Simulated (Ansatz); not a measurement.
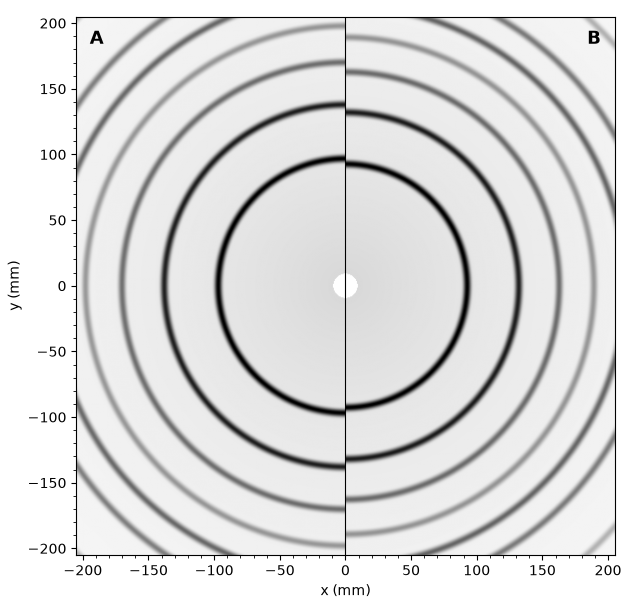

Simulated X-ray powder rings on a flat area detector normal to the beam: λ = 0.3100 Å, sample-to-detector distance 700 mm, axes in mm from the beam centre, beam polarised horizontally, for a fine-grained powder without texture. Kinematic intensities with B = 0.3 Å² for all atoms, without absorption; brightness goes as intensity to the power 0.4, clipped at the top. Reflections closer than the ring width show as one ring. The left and right halves show two different samples, each scaled to its strongest ring.

Both are Ni in Pm-3m, with cells of different size. Origins: A, the end point of a relaxation with Ansatz 0.2.0, DFT, LDA (PW92), plane waves (420 eV) with PAW, scalar-relativistic; the starting structure was generated, so it need not be a known form of this composition; B, coordinates from a relaxation with Ansatz 0.2.0, DFT, RPBE, plane waves (420 eV) with PAW, scalar-relativistic; the starting structure was generated, so it need not be a known form of this composition.

**Which half has the larger cell, and by how much?**

Half B: the volume of B is 13.6 % larger than that of A, and a larger cell draws the rings inwards on average.
A: a = 2.257 Å, b = 2.257 Å, c = 2.257 Å, α = 90.00°, β = 90.00°, γ = 90.00°; 100 at 96.8 mm (d = 2.26 Å), 110 at 137.9 mm (d = 1.596 Å), 111 at 170.2 mm (d = 1.303 Å), 200 at 197.9 mm (d = 1.128 Å).
B: a = 2.355 Å, b = 2.355 Å, c = 2.355 Å, α = 90.00°, β = 90.00°, γ = 90.00°; 100 at 92.7 mm (d = 2.36 Å), 110 at 132.0 mm (d = 1.665 Å), 111 at 162.8 mm (d = 1.360 Å), 200 at 189.2 mm (d = 1.178 Å).
